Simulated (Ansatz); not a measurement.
# Calculations on InP and related structures

## 1. Relaxation

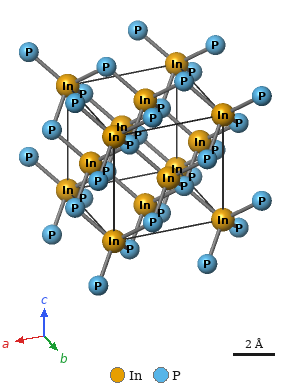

Solid InP (set up in F-43m), before the relaxation. Style: ball-and-stick. Shown: the conventional cell (4 times the calculation's cell), from a free direction. Lengths and directions refer to the drawn axes.

Theory: Ansatz, DFT PBE, scalar-relativistic, plane waves, PAW.

Input file:
```yaml
crystal:
  lattice:
    - [0.0, 2.9519763857, 2.9519763857]
    - [2.9519763857, 0.0, 2.9519763857]
    - [2.9519763857, 2.9519763857, 0.0]
  atoms:
    - { symbol: In, position: [0.0, 0.0, 0.0] }
    - { symbol: P, position: [0.25, 0.25, 0.25] }
basis:
  ecutwfc: 420
kpoints:
  mp_grid: { grid: [10, 10, 10] }
hamiltonian:
  xc: pbe
scf:
  occupations: { method: gaussian, width: 0.02 }
output:
  forces: true
  stress: true
  eigenvalues: true
relax:
  adjacent_minimum: "off"
  f_tol: 0.005
  max_steps: 80
  cell: { stress_tol: 0.05 }
```

Command:
```bash
ansatz run input.yaml --threads 4 --pin off --max-ram 8192MiB --backend cpu --events-out ev --progress --plain --runs-dir out
```

Where does the relaxation end?

Answer. Over 2 accepted moves (3 points after the start) the energy falls by 4.0 meV per atom. All forces vanish by symmetry, so only the cell relaxes. The pressure goes from 1.78 to −0.01 GPa. The SCF was repeated once at an unchanged geometry on a basis and grid sized afresh for the cell, which shifted the energy by 0.2 meV per atom at most. The atoms keep their places relative to the cell (all moves are under 0.005 Å). Cell: a = b = c 5.904 → 5.960 Å (+0.9 %). Volume +2.9 %. Some distances before and after: In1–P2 2.556 → 2.581 Å. The space group stays F-43m (No. 216).

Step by step:

```
step  E − E(0), meV/atom  pressure, GPa  volume, Å³/atom                      note
   0                0.00           1.78           25.724                          
   1               -3.69          -0.24           26.562                          
   2               -3.80          -0.01           26.461                          
   3               -3.96          -0.01           26.461  same geometry, new basis
```

After the run, drawn alike:

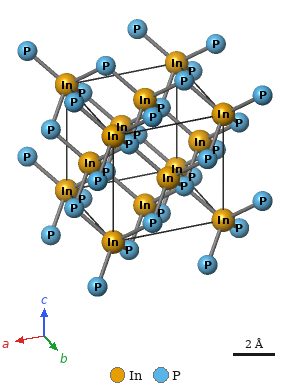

## 2. Relaxation

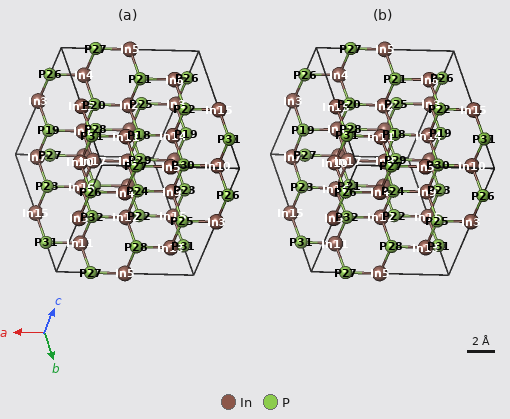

The structure of a defect cell of composition In₁₇P₁₅ before (left) and after (right) a relaxation, at one scale.

A ball-and-stick model of the cell of the calculation (origin shifted), seen from a free direction.

Case: In on a P site (d), charge +0, atoms relaxed at the host's cell.

These are results of Ansatz, DFT PBE, scalar-relativistic, plane waves, PAW, not measurements. Set-up: plane-wave cutoff 420 eV; k-point mesh 4 × 4 × 4; occupations gaussian; smearing width 0.02 eV; mesh shifted by (0.5, 0.5, 0.5); no spin polarisation; atoms relaxed in a fixed cell; force threshold 0.025 eV/Å; at most 45 steps.

**What changed between the two?**

The largest moves, 0.17 Å, are those of In1, In8, In10 and In16. In8 goes along −a. Largest moves by element: In 0.17 Å, P 0.05 Å. The lattice vectors keep their values. Some distances before and after: In10–In17 2.581 → 2.752 Å, In11–P27 2.581 → 2.561 Å, In10–P26 2.581 → 2.567 Å. Among the angles between lasting bonds that change: In10–P31–In13 109.5° → 106.0°, In17–In1–P19 109.5° → 106.4°, P19–In1–P20 109.5° → 112.3°. Over 3 geometry steps the energy falls by 0.501 eV per cell of the calculation. Largest force component: 0.85 eV/Å at the start, 0.0064 eV/Å at the end.

## 3. Defect

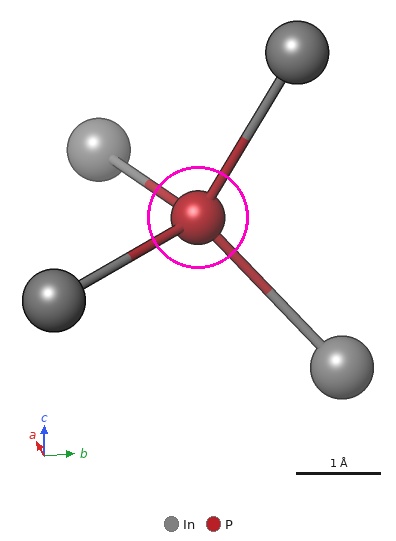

Perfect InP. Style: ball-and-stick. Shown: the atoms within 3.8 Å of one point, from a free direction.

Computed with DFT PBE, scalar-relativistic, plane waves, PAW (Ansatz 0.2.0). Settings: plane-wave cutoff 420 eV; k-point mesh 4 × 4 × 4; occupations gaussian; smearing width 0.02 eV; mesh shifted by (0.5, 0.5, 0.5); collinear spin. The cell is small and the k-mesh coarse, so the numbers are rough. A uniform background neutralises the charged cell. The axes drawn are those of the host's conventional cell.

A phosphorus atom is replaced by indium at the ringed place, in charge state −1. The supercell has 32 sites, and the atoms are relaxed at the host's cell.

Predict the relaxed surroundings of the defect.

Answer. In the host the P atom has 4 In at 2.58 Å; the In atom ends with 4 In at 2.70 Å. Of the host's atoms, an indium atom moves furthest from its site, by 0.12 Å.

The relaxed defect, seen from the same direction:

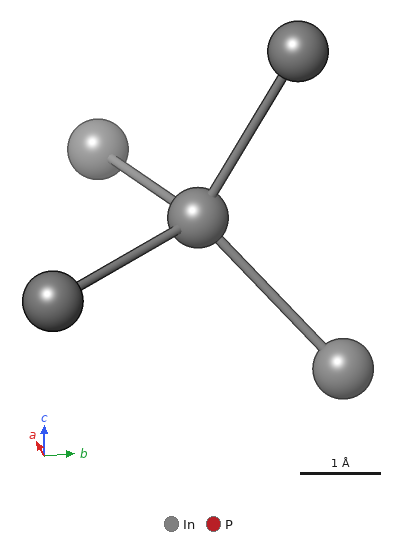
